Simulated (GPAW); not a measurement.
```
Hf O
1.0
     5.08032    0.00000    0.00000
     0.00000    5.16487    0.00000
     0.00000    0.00000    4.89088
Hf O
4 8
Direct
  0.22259 0.78180 0.27207
  0.72259 0.71820 0.72793
  0.77741 0.21820 0.27207
  0.27741 0.28180 0.72793
  0.18682 0.16365 0.10453
  0.68682 0.33635 0.89547
  0.81318 0.83635 0.10453
  0.31318 0.66365 0.89547
  0.00000 0.50000 0.48905
  0.50000 0.00000 0.51095
  0.00000 0.00000 0.57562
  0.50000 0.50000 0.42438
```

Space group P2₁2₁2; a structure from a database of computed crystals, not necessarily the ambient phase; not relaxed (largest force 0.3 eV/Å); computed pressure about 11 GPa in this cell.

These are results of Kohn-Sham DFT of a periodic cell, PBE, GPAW PAW data sets (gpaw-data 1.2.1) in GPAW 26.7.0, not measurements.

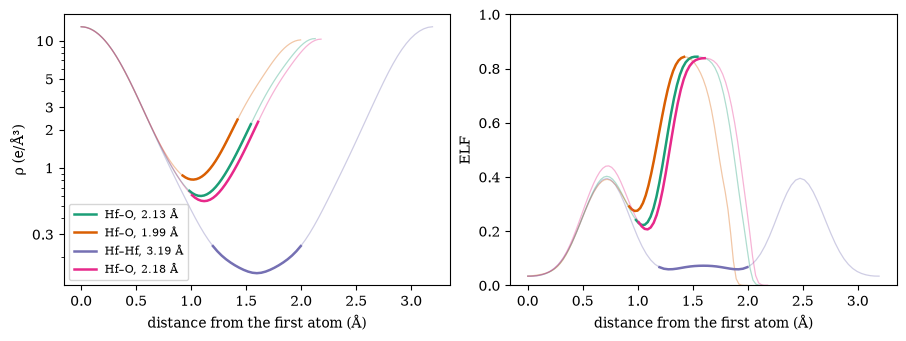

HfO$_{2}$. Valence electron density and ELF along straight lines between neighbouring atoms. Thin, pale parts lie inside the atomic spheres.

The density is the valence pseudo-density of a PAW calculation; it isn't the true density close to the nuclei.

Q: Compare the contacts.

A: Hf–O (2.13 Å): ρ is about 0.6 e/Å³ halfway; the ELF peaks at about 0.85 in the valence shell of O, 0.6 Å from its nucleus, and drops to about 0.20 between the two atoms (no localised pair shows between them).
Hf–O (1.99 Å): the density is about 0.81 e/Å³ at the midpoint; the ELF peaks at about 0.85 in the valence shell of O, 0.6 Å from its nucleus, and drops to about 0.25 between the two atoms (no shared electron pair shows on this line).
Hf–Hf (3.19 Å): the density is about 0.15 e/Å³ at the midpoint; the ELF is about 0.05 at the midpoint (no shared electron pair shows on this line).
Hf–O (2.18 Å): ρ at the midpoint is about 0.55 e/Å³; the ELF peaks at about 0.85 in the valence shell of O, 0.6 Å from its nucleus, and drops to about 0.20 between the two atoms (no shared electron pair shows on this line).
